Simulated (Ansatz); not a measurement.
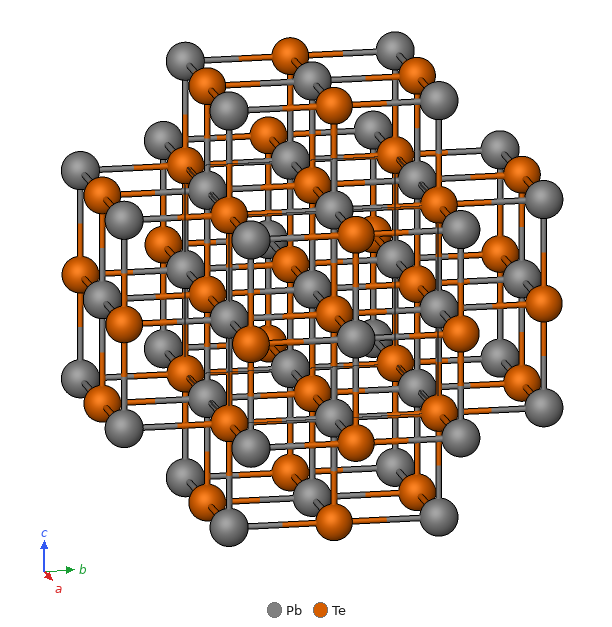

View slightly off an axis, drawn as a ball-and-stick model. Thin lines show the conventional unit cell, with boundary atoms drawn in all their periodic places. Neighbours across the faces are drawn wherever a bond reaches them.

The box has a = 6.570 Å, b = 6.570 Å, c = 6.570 Å, α = 90.00°, β = 90.00°, γ = 90.00°.

Bonding distances used: Pb–Te up to 3.69 Å (cut-off distances).

The composition is TePb.

What kind of lattice is this?

Face-centred cubic.

Name the structure type.

Rock salt (NaCl type).

To which atoms is each Pb bonded?

Each Pb has six Te in an octahedral arrangement at about 3.3 Å.

What extended units do the bonds make?

The bonds build a three-dimensional framework.

The structure was taken from a structure type known for this compound. Earlier steps of the study, as a rule a relaxation of our own, may have changed the cell and positions, so they can lie some per cent off the listed ones. It was run through Ansatz as a DFT input.
